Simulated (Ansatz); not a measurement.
**SiC (Moissanite 3C, F-43m): the dielectric response against the k mesh**

Aim: how dense a k mesh do ε∞ and the zone-centre modes of SiC (Moissanite 3C, F-43m) need?

Main program and level: Ansatz 0.2.0; DFT LDA, scalar-relativistic, plane waves, PAW; PAW set soft_1.

## Step 1: The starting structure

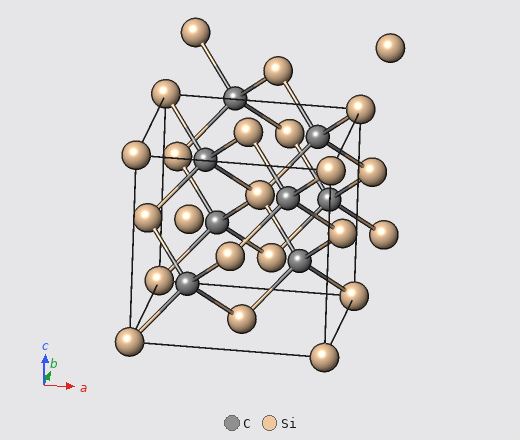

The starting structure, seen slightly off an axis (carbon grey, silicon light orange). 1×2×1 cells are drawn. This picture shows the conventional cell, with its axes. Bonds to atoms that aren't drawn are left out. Some periodic images of atoms are drawn too.

## Step 2: Bringing the structure to rest

The cell and atoms are relaxed, since residual forces and stress would shift the frequencies.

Contents of input.yaml:

```yaml
crystal:
  lattice:
    - [0.0, 2.179, 2.179]
    - [2.179, 0.0, 2.179]
    - [2.179, 2.179, 0.0]
  atoms:
    - { symbol: C, position: [0.75, 0.75, 0.75] }
    - { symbol: Si, position: [0.0, 0.0, 0.0] }
kpoints:
  mp_grid: { grid: [10, 10, 10] }
hamiltonian:
  xc: lda
  pseudopotentials: { kind: paw, azcp: { folder: soft_1 }, xc_functional: pbe }
scf:
  occupations: { method: gaussian, width: 0.02 }
output:
  forces: true
  stress: true
  eigenvalues: true
  write_density: true
  write_potential: true
  elf: true
  volumetric_format: npy
relax:
  adjacent_minimum: "off"
  f_tol: 0.005
  max_steps: 80
  cell: { stress_tol: 0.05 }
```

The run is started by

```sh
$ ansatz run input.yaml --threads 4 --pin off --max-ram 10240MiB --backend cpu --events-out ev --progress --plain --runs-dir out
```

Numbers of over 12 decimals in the logs are rounded to 6 here.

The log of the run:

```text
Engine: ansatz 0.2.0, x86_64-unknown-linux-gnu
Pseudopotentials: kind: paw
Pseudopotential: C, paw, valence charge 4, recommended cutoff 420 eV (normal), soft_1/C.paw.azcp
Pseudopotential: Si, paw, valence charge 4, recommended cutoff 420 eV (normal), soft_1/Si.paw.azcp
Functional definition: SPW92
  exchange = slater_x
  correlation = pw_c
Crystal: 2 atoms, lattice volume = 20.692 Å³
Basis set: ecut = 420 eV, 411 PW (Γ)
Bands: 8, of which v1, the nominal top of the filled ones, is band 4 counted from 1 (3 counted from 0)
Symmetry: 24 space group operations
Space group: F-43m (ITA 216), of the structure as read, at distance tolerance 2.7e-5 Å
k-points: 47 of 1000 (time reversal used)
Non-local potential: C, projectors of the file, l = 0: 2, l = 1: 2, l = 2: 1
Non-local potential: Si, projectors of the file, l = 0: 2, l = 1: 2, l = 2: 1
PAW form: soft (Blöchl's): semilocal exchange-correlation on the pseudo side does not see the compensation charge
PAW frozen core: C, regenerated for the run's functional, and the local potential with it (the file was generated under x = pbe(κ = 0.804, μ = 0.219515), c = pbe(β = 0.066725))
PAW frozen core: Si, regenerated for the run's functional, and the local potential with it (the file was generated under x = pbe(κ = 0.804, μ = 0.219515), c = pbe(β = 0.066725))
PAW one-centre angular grid: C, 110 points (default); XC on 64 Gauss nodes
PAW one-centre angular grid: Si, 110 points (default); XC on 64 Gauss nodes
Initial density: superposition of atomic densities (chi_scale 0.1, normalization cell, long waves kept (reshape's long-wave potential 0.00 eV rms))
Initial wavefunctions: pseudopotential atomic-orbital guess
Functional: x = slater, c = lda
SCF iter   1: F=—  HF=-853.735335 eV  |F-HF|=—  |Δ(HF+E_count)|=         —  Δρ=1.37e-1  dr2=4.76e0  ethr=3.10e-3  ⟨swp⟩=6.1  Hψ=3207  notcnv=0
preconditioner: auto → none  [insulator: Δε(μ)=3.327 eV  Ē_g=14.658 eV  σ=0.020 eV  W_gap=1.00  n_scr=0 (ndim 8)  ℏωp=23.1 eV  f_vac=0.000  D(μ)=0.00/eV (n_scr^D=0)  ε∞_Penn≈3.5]
SCF iter   2: F=—  HF=-852.310338 eV  |F-HF|=—  |Δ(HF+E_count)|=    1.42e0  Δρ=5.07e-2  dr2=3.54e-1  ethr=3.10e-3  ⟨swp⟩=3.1  Hψ=1305  notcnv=0
SCF iter   3: F=—  HF=-852.207829 eV  |F-HF|=—  |Δ(HF+E_count)|=   1.03e-1  Δρ=1.88e-2  dr2=3.86e-2  ethr=3.10e-3  ⟨swp⟩=2.3  Hψ=795  notcnv=0
SCF iter   4: F=—  HF=-852.199178 eV  |F-HF|=—  |Δ(HF+E_count)|=   8.65e-3  Δρ=1.34e-3  dr2=1.92e-4  ethr=4.82e-4  ⟨swp⟩=2.0  Hψ=561  notcnv=0
SCF iter   5: F=—  HF=-852.199250 eV  |F-HF|=—  |Δ(HF+E_count)|=   7.21e-5  Δρ=1.68e-4  dr2=1.88e-6  ethr=2.41e-6  ⟨swp⟩=2.4  Hψ=557  notcnv=0
SCF iter   6: F=—  HF=-852.199252 eV  |F-HF|=—  |Δ(HF+E_count)|=   1.38e-6  Δρ=3.53e-5  dr2=1.14e-7  ethr=1.25e-9  ⟨swp⟩=10.4  Hψ=2789  notcnv=0
SCF iter   7: F=-852.199252 eV  HF=-852.199252 eV  |F-HF|=4.21e-10  |Δ(HF+E_count)|=   2.86e-8  Δρ=5.35e-6  dr2=2.24e-9  ethr=1.25e-9  ⟨swp⟩=7.0  Hψ=1639  notcnv=0
SCF 1 converged in 7 iterations: F = -852.199252 eV  dr2 = 2.24e-9
  greatest PAW one-centre occupation: 0.639 electrons in one spin orbital (limit 2), on the C atom at site 0 (counted from 0), in its partial waves of l = 0
relax step   1: F+E_penalty+E_count = -852.19925176 eV  Δ(F+E_penalty+E_count) = +0.000e0 eV  max|allowed force component| = 3.701e-16 eV/Å  Δτ_max = 0.0000 Å  P = -4.419 GPa  Ω = 20.692 Å³  (7 SCF iters, dr2 threshold 1.00e-7 eV, accepted)
Crystal: 2 atoms, lattice volume = 20.475 Å³
Initial density: handed on by an earlier stage of this run
Initial wavefunctions: those handed on with the density
iter 1 solved again at ethr=2.35e-5 eV; its pass at ethr=3.10e-3 eV (dr2=1.88e-3 eV) is discarded
SCF iter   1: F=—  HF=-852.204583 eV  |F-HF|=—  |Δ(HF+E_count)|=         —  Δρ=2.69e-3  dr2=1.83e-3  ethr=2.35e-5  ⟨swp⟩=1.2  Hψ=3318  notcnv=0
preconditioner: auto → none  [insulator: Δε(μ)=1.345 eV  Ē_g=14.023 eV  σ=0.020 eV  W_gap=1.00  n_scr=0 (ndim 8)  ℏωp=23.2 eV  f_vac=0.000  D(μ)=0.00/eV (n_scr^D=0)  ε∞_Penn≈3.7]
SCF iter   2: F=—  HF=-852.204006 eV  |F-HF|=—  |Δ(HF+E_count)|=   5.76e-4  Δρ=7.58e-4  dr2=1.01e-4  ethr=2.29e-5  ⟨swp⟩=2.5  Hψ=729  notcnv=0
SCF iter   3: F=—  HF=-852.203972 eV  |F-HF|=—  |Δ(HF+E_count)|=   3.43e-5  Δρ=2.02e-4  dr2=7.12e-6  ethr=1.26e-6  ⟨swp⟩=2.6  Hψ=549  notcnv=0
SCF iter   4: F=-852.203968 eV  HF=-852.203968 eV  |F-HF|=2.13e-8  |Δ(HF+E_count)|=   3.32e-6  Δρ=2.20e-5  dr2=6.05e-8  ethr=2.50e-9  ⟨swp⟩=6.6  Hψ=2238  notcnv=0
SCF 2 converged in 4 iterations: F = -852.203968 eV  dr2 = 6.05e-8
  greatest PAW one-centre occupation: 0.641 electrons in one spin orbital (limit 2), on the C atom at site 0 (counted from 0), in its partial waves of l = 0
relax step   2: F+E_penalty+E_count = -852.20396844 eV  Δ(F+E_penalty+E_count) = -4.717e-3 eV  max|allowed force component| = 9.483e-17 eV/Å  Δτ_max = 0.0000 Å  P = -2.105 GPa  Ω = 20.475 Å³  energy of the carried Pulay correction = +2.774e-4 eV  (4 SCF iters, dr2 threshold 2.00e-7 eV, accepted)
Crystal: 2 atoms, lattice volume = 20.281 Å³
iter 1 solved again at ethr=1.93e-5 eV; its pass at ethr=3.10e-3 eV (dr2=1.55e-3 eV) is discarded
SCF iter   1: F=—  HF=-852.205971 eV  |F-HF|=—  |Δ(HF+E_count)|=         —  Δρ=2.45e-3  dr2=1.51e-3  ethr=1.93e-5  ⟨swp⟩=1.2  Hψ=3285  notcnv=0
preconditioner: auto → none  [insulator: Δε(μ)=1.334 eV  Ē_g=14.110 eV  σ=0.020 eV  W_gap=1.00  n_scr=0 (ndim 8)  ℏωp=23.3 eV  f_vac=0.000  D(μ)=0.00/eV (n_scr^D=0)  ε∞_Penn≈3.7]
SCF iter   2: F=—  HF=-852.205493 eV  |F-HF|=—  |Δ(HF+E_count)|=   4.78e-4  Δρ=6.83e-4  dr2=7.97e-5  ethr=1.88e-5  ⟨swp⟩=2.5  Hψ=729  notcnv=0
SCF iter   3: F=—  HF=-852.205466 eV  |F-HF|=—  |Δ(HF+E_count)|=   2.67e-5  Δρ=1.87e-4  dr2=5.90e-6  ethr=9.96e-7  ⟨swp⟩=2.6  Hψ=547  notcnv=0
SCF iter   4: F=-852.205463 eV  HF=-852.205463 eV  |F-HF|=1.86e-8  |Δ(HF+E_count)|=   2.76e-6  Δρ=2.06e-5  dr2=5.32e-8  ethr=2.50e-9  ⟨swp⟩=6.5  Hψ=2151  notcnv=0
SCF 3 converged in 4 iterations: F = -852.205463 eV  dr2 = 5.32e-8
  greatest PAW one-centre occupation: 0.642 electrons in one spin orbital (limit 2), on the C atom at site 0 (counted from 0), in its partial waves of l = 0
relax step   3: F+E_penalty+E_count = -852.20546310 eV  Δ(F+E_penalty+E_count) = -1.495e-3 eV  max|allowed force component| = 9.483e-17 eV/Å  Δτ_max = 0.0000 Å  P = +0.062 GPa  Ω = 20.281 Å³  energy of the carried Pulay correction = +5.272e-4 eV  (4 SCF iters, dr2 threshold 2.00e-7 eV, accepted)
[...]
relax step   4: F+E_penalty+E_count = -852.20545710 eV  Δ(F+E_penalty+E_count) = +5.994e-6 eV  max|allowed force component| = 1.758e-16 eV/Å  Δτ_max = 0.0000 Å  P = +0.000 GPa  Ω = 20.286 Å³  energy of the carried Pulay correction = +5.201e-4 eV  (3 SCF iters, dr2 threshold 9.49e-9 eV, accepted)
Initial wavefunctions: pseudopotential atomic-orbital guess (no wavefunctions were taken with the density)
iter 1 solved again at ethr=1.23e-7 eV; its pass at ethr=3.10e-3 eV (dr2=9.87e-6 eV) is discarded
SCF iter   1: F=—  HF=-852.204954 eV  |F-HF|=—  |Δ(HF+E_count)|=         —  Δρ=6.28e-5  dr2=1.06e-7  ethr=1.23e-7  ⟨swp⟩=3.1  Hψ=4432  notcnv=0
preconditioner: auto → none  [insulator: Δε(μ)=1.301 eV  Ē_g=14.096 eV  σ=0.020 eV  W_gap=1.00  n_scr=0 (ndim 8)  ℏωp=23.3 eV  f_vac=0.000  D(μ)=0.00/eV (n_scr^D=0)  ε∞_Penn≈3.7]
SCF iter   2: F=—  HF=-852.204955 eV  |F-HF|=—  |Δ(HF+E_count)|=   1.47e-6  Δρ=3.11e-5  dr2=2.49e-8  ethr=1.32e-9  ⟨swp⟩=2.3  Hψ=554  notcnv=0
SCF iter   3: F=—  HF=-852.204955 eV  |F-HF|=—  |Δ(HF+E_count)|=   2.85e-8  Δρ=7.69e-6  dr2=5.08e-9  ethr=3.11e-10  ⟨swp⟩=2.0  Hψ=537  notcnv=0
SCF iter   4: F=-852.204955 eV  HF=-852.204955 eV  |F-HF|=5.68e-13  |Δ(HF+E_count)|=  2.05e-10  Δρ=5.50e-7  dr2=1.79e-11  ethr=1.00e-12  ⟨swp⟩=4.9  Hψ=1815  notcnv=0
SCF 5 converged in 4 iterations: F = -852.204955 eV  dr2 = 1.79e-11
relax step   5: F+E_penalty+E_count = -852.20495544 eV  Δ(F+E_penalty+E_count) = +5.017e-4 eV  max|allowed force component| = 1.342e-16 eV/Å  Δτ_max = 0.0000 Å  P = -0.041 GPa  Ω = 20.286 Å³  stress off target by 4.07e-2 GPa  SCF on the basis re-selected at this cell (its energy is not comparable with the rows above)  (4 SCF iters)
basis re-selected at this cell: Δ(F+E_penalty+E_count) = +5.017e-4 eV, ΔP = -0.041 GPa vs the last step (what re-selecting the basis moved, of the pressure what is left beyond the Pulay correction that the steps carried, after the strain that the cell walked since its last selection, with what the two solves' SCF thresholds leave and, on support functions, any second-order correction that the steps lacked; it is no m [...]
SCF converged after 4 iterations
Free energy (F): -852.204955 eV
Harris-Foulkes:  -852.204955 eV  (|F-HF|=5.68e-13)
Internal energy: -852.204955 eV  (E = F + TS)
E sigma→0 (E₀):  -852.204955 eV
Fermi energy:    10.146731 eV
--- Per-component energies (eV) ---
  E_band       = 28.623210
  E_kinetic    = 134.314713
  E_local      = -95.856426  (includes V_loc(G=0)·N_el)
  E_nonlocal   = 47.391120
  E_hartree    = 31.336275
  E_xc         = -105.209988
  E_vxc        = -109.124426  (∫ρ·V_xc dr)
  E_paw        = -577.657827  (= ΣΔE_a)
  E_vpaw       = -10.774355  (= ΣTr[D̂ρ^β])
  E_aug_tail   = 0.000048  (compensation charges beyond the density's cutoff)
  E_ewald      = -286.670033
  E_core_change = 0.147163  (= ΣΔE_core)
  E_smearing   = -0.000000  (= −TS)
  E_closure    = 0.000000  (closes the sum)
  Σ components = -852.204955   (vs F -852.204955, Δ=0.00e0)
--- Forces (eV/Å), atoms counted from 1 ---
  atom   1  C     -0.00000000    -0.00000000    -0.00000000
  atom   2  Si    -0.00000000     0.00000000     0.00000000
  max |Σ_I F_I| component: 1.11e-16 eV/Å
--- Stress (GPa, compression-positive) ---
       -0.040653       0.000000       0.000000
        0.000000      -0.040653       0.000000
        0.000000       0.000000      -0.040653
  P = ⅓ Tr σ = -0.0407 GPa (-0.407 kbar)
--- Band table (eV; the first three rows and the last of 47) ---
  k-point 0: bands = ["-5.9834", "9.4964", "9.4964", "9.4964", "15.9893", "16.8289", "16.8289", "16.8289"]
  k-point 1: bands = ["-5.7843", "8.4950", "9.3614", "9.3614", "16.1727", "17.0735", "17.0735", "17.1538"]
  k-point 2: bands = ["-5.1953", "6.3654", "9.0513", "9.0513", "15.8219", "17.4293", "17.4293", "18.3660"]
  k-point 46: bands = ["-0.5599", "2.3083", "4.5896", "4.8244", "14.1450", "17.5559", "19.5945", "20.7197"]
--- Relaxed structure (4 steps of the walk, 4 accepted, 1 SCFs on fresh bases) ---
  F+E_penalty+E_count = -852.20495544 eV   max|allowed force component| = 1.342e-16 eV/Å   (the final SCF, on the basis selected at the relaxed cell)
  cell:  # Å, volume = 20.2862 Å³
    - [0, 2.164662, 2.164662]
    - [2.164662, 0, 2.164662]
    - [2.164662, 2.164662, 0]
  atoms:
    - { symbol: C, position: [0.750000, 0.750000, 0.750000] }
    - { symbol: Si, position: [0, 0, 0] }
```

Wall time 1.7 s (4 threads of Intel Xeon at 2.60GHz (Ice Lake), shared host); peak memory 0.36 GiB.

The steps of the relaxation:

```
step  energy less that of the first step (eV)  largest force component (eV/Å)  pressure (GPa)  volume (Å³)
   1                                   0.0000                          0.0000           -4.42        20.69
   2                                  -0.0047                          0.0000           -2.11        20.47
   3                                  -0.0062                          0.0000            0.06        20.28
   4                                  -0.0062                          0.0000            0.00        20.29
  5*                                  -0.0057                          0.0000           -0.04        20.29
```

Relaxation steps marked * repeat the geometry before them on a plane-wave basis chosen anew for their cell, so energy and pressure can jump there.

The run keeps the 24 symmetry operations that it works with, so distortions that break them were not tested.

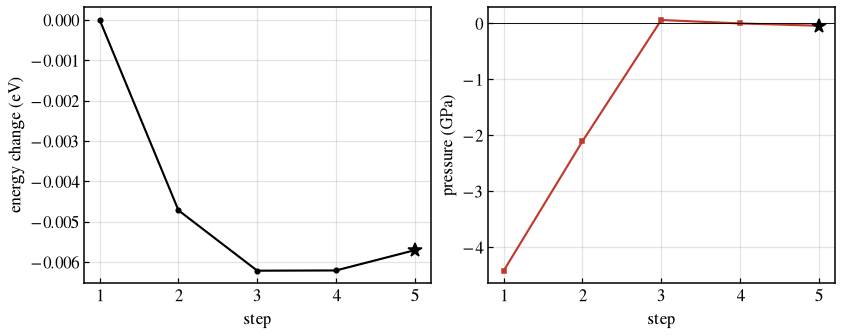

Energy and pressure along the relaxation. Stars mark steps on a basis chosen anew.

| conventional cell, symmetrised | before | after | change |
| --- | --- | --- | --- |
| a (Å) | 4.358 | 4.329 | -0.7 % |
| b (Å) | 4.358 | 4.329 | -0.7 % |
| c (Å) | 4.358 | 4.329 | -0.7 % |
| volume (Å³/atom) | 10.35 | 10.14 | -2.0 % |

The relaxed structure:

```cif
data_structure
_symmetry_space_group_name_H-M 'P 1'
_symmetry_Int_Tables_number 1
_cell_length_a 3.0613
_cell_length_b 3.0613
_cell_length_c 3.0613
_cell_angle_alpha 60.000
_cell_angle_beta 60.000
_cell_angle_gamma 60.000
_cell_volume 20.29
loop_
_atom_site_label
_atom_site_type_symbol
_atom_site_fract_x
_atom_site_fract_y
_atom_site_fract_z
_atom_site_occupancy
C1 C 0.75000 0.75000 0.75000 1
Si2 Si 0.00000 0.00000 0.00000 1
```

This step gave:

```yaml
pressure: -0.04065 GPa
gap_on_the_k_mesh: 1.301 eV
volume_per_atom: 10.14 Å³
```

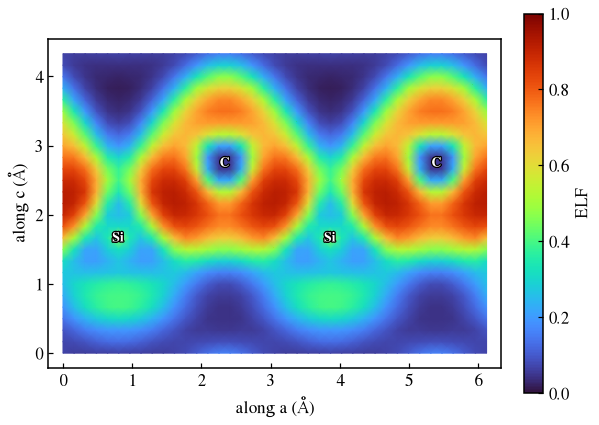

ELF in the ac plane of a cell with a along [110], b along [-110] and c along [001] of the cube at fractional y = 0.000, with atoms of C and Si within 0.2 Å of it. It is the smooth field of the valence electrons, not physical close to the nuclei. The map starts off the cell's origin, so that atoms lie inside it.

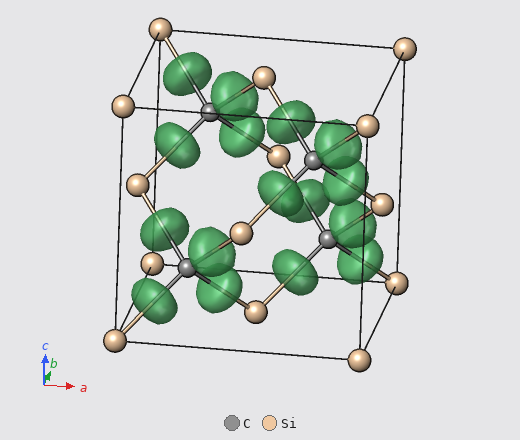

Surface of ELF = 0.84. Bonds to atoms that aren't drawn are left out.

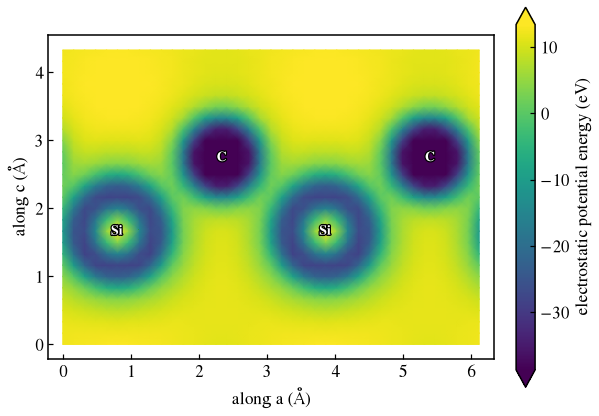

Electrostatic potential energy in the ac plane of a cell with a along [110], b along [-110] and c along [001] of the cube at fractional y = 0.000, with atoms of C and Si within 0.2 Å of it. With pseudopotentials it is smooth inside the atoms' cores, unlike the true potential. The map starts off the cell's origin, so that atoms lie inside it.

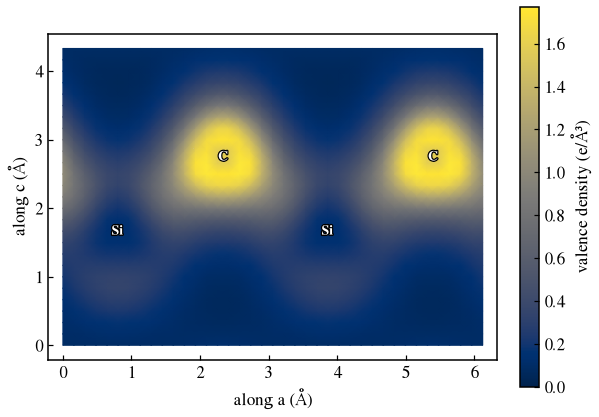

Valence density in the ac plane of a cell with a along [110], b along [-110] and c along [001] of the cube at fractional y = 0.000, with atoms of C and Si within 0.2 Å of it. It is the smooth field of the valence electrons, not physical close to the nuclei. The map starts off the cell's origin, so that atoms lie inside it.

In this step the volume went from 10.35 to 10.14 Å³/atom.

## Step 3: Tight relaxation

Phonons need small forces and stress, so the relaxation is finished with tight tolerances on 12×12×12 k points.

Contents of input.yaml:

```yaml
crystal:
  lattice:
    - [0.0, 2.1646624563, 2.1646624563]
    - [2.1646624563, 0.0, 2.1646624563]
    - [2.1646624563, 2.1646624563, 0.0]
  atoms:
    - { symbol: C, position: [0.75, 0.75, 0.75] }
    - { symbol: Si, position: [0.0, 0.0, 0.0] }
kpoints:
  mp_grid: { grid: [12, 12, 12] }
hamiltonian:
  xc: lda
  pseudopotentials: { kind: paw, azcp: { folder: soft_1 }, xc_functional: pbe }
scf:
  occupations: { method: fixed }
output:
  forces: true
  stress: true
  eigenvalues: true
relax:
  adjacent_minimum: "off"
  f_tol: 0.001
  max_steps: 60
  cell: { stress_tol: 0.01 }
```

The log of the run:

```text
[...]
Crystal: 2 atoms, lattice volume = 20.286 Å³
Basis set: ecut = 420 eV, 411 PW (Γ)
Bands: 8, of which v1, the nominal top of the filled ones, is band 4 counted from 1 (3 counted from 0)
Symmetry: 24 space group operations
[...]
k-points: 72 of 1728 (time reversal used)
[...]
0.000000       0.000000      -0.000045
  P = ⅓ Tr σ = -0.0000 GPa (-0.000 kbar)
--- Band table (eV; the first three rows and the last of 72) ---
[...]
--- Relaxed structure (3 steps of the walk, 3 accepted, 1 SCFs on fresh bases) ---
[...]
cell:  # Å, volume = 20.2826 Å³
    - [0, 2.164534, 2.164534]
    - [2.164534, 0, 2.164534]
    - [2.164534, 2.164534, 0]
  atoms:
    - { symbol: C, position: [0.75, 0.75, 0.75] }
    - { symbol: Si, position: [0, 0, 0] }
[key lines of the parts left out:]
SCF converged after 4 iterations
Free energy (F): -852.205128 eV
Fermi energy:    9.498478 eV
```

Wall time 1.7 s (4 threads); peak memory 0.35 GiB.

Little changed from the start: no atom moved by 0.005 Å and no cell edge by 0.1 %.

Numbers from this step:

```
pressure : -4.47e-5 GPa
```

The forces vanish by symmetry and the pressure is 0.000 GPa, within the tolerances set. The cell now holds 10.14 Å³/atom.

[end of part 1 of 2]

[Logs are printed without paths, hosts, clocks, repeated set-up lines and the standing remarks that a program may print on its own settings, such as how far it seeks lower states.]

[Hosts, paths, dates, database ids (printed as entryN), source tags and the programs' standing remarks are cut or masked in the printed files.]
